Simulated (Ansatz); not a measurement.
Consider CaF2.

Space group Fm-3m.

```yaml
crystal:
  lattice:
    - [5.46200, 0.00000, 0.00000]
    - [0.00000, 5.46200, 0.00000]
    - [0.00000, 0.00000, 5.46200]
  atoms:
    - { symbol: Ca, position: [0.00000, 0.00000, 0.00000] }
    - { symbol: Ca, position: [0.50000, 0.50000, 0.00000] }
    - { symbol: Ca, position: [0.50000, 0.00000, 0.50000] }
    - { symbol: Ca, position: [0.00000, 0.50000, 0.50000] }
    - { symbol: F, position: [0.25000, 0.25000, 0.25000] }
    - { symbol: F, position: [0.75000, 0.75000, 0.25000] }
    - { symbol: F, position: [0.75000, 0.25000, 0.75000] }
    - { symbol: F, position: [0.25000, 0.75000, 0.75000] }
    - { symbol: F, position: [0.75000, 0.25000, 0.25000] }
    - { symbol: F, position: [0.25000, 0.75000, 0.25000] }
    - { symbol: F, position: [0.25000, 0.25000, 0.75000] }
    - { symbol: F, position: [0.75000, 0.75000, 0.75000] }
```

All numbers below come from DFT r2SCAN, scalar-relativistic, plane waves, PAW (Ansatz 0.2.0).

What makes up the frontier states of this crystal?

It is gapped, with a Kohn–Sham gap of 8.0 eV on the k-point mesh. The top of the valence band: F 2p (over 95 %) by Löwdin projection on a minimal orbital set; in space F over 95 % and Ca little. The bottom of the conduction band: Ca 4s (80 %) and F 2s (20 %) by Löwdin projection on a minimal orbital set; in space F about 80 % and Ca about 20 %. The two measures disagree here: the projection uses a minimal set of atomic orbitals, while the spatial cells share out diffuse density by volume.

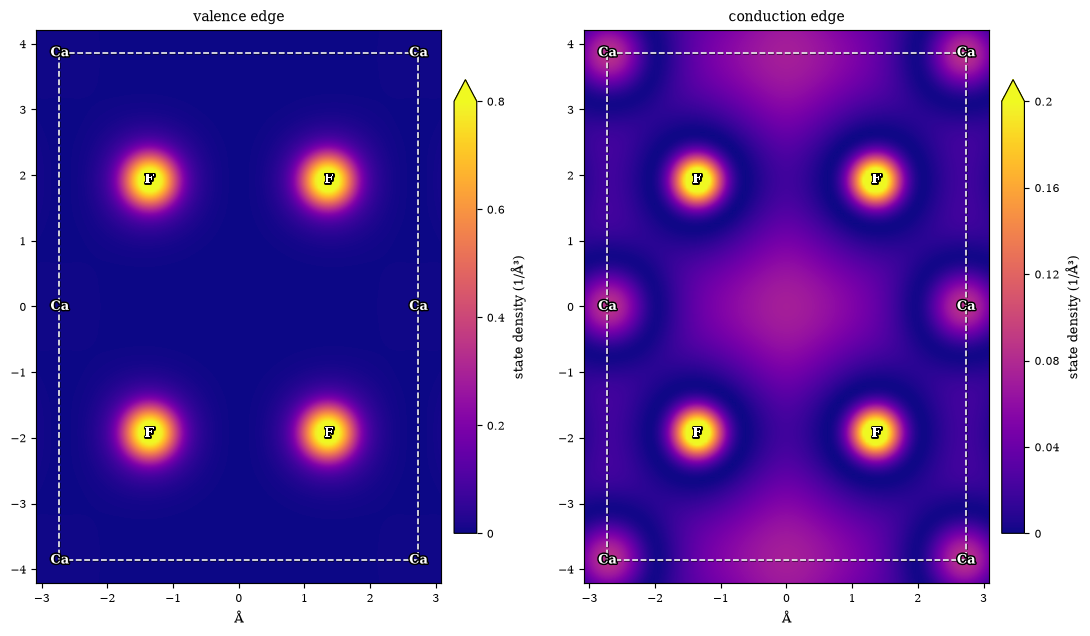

Computed densities of these states (windows −0.6 to 0.0 eV and +8.0 to +8.6 eV about the valence-band maximum) on the (110) plane of the conventional cell.

Core electrons are frozen (PAW), so the fields are smoothed inside the atomic spheres.
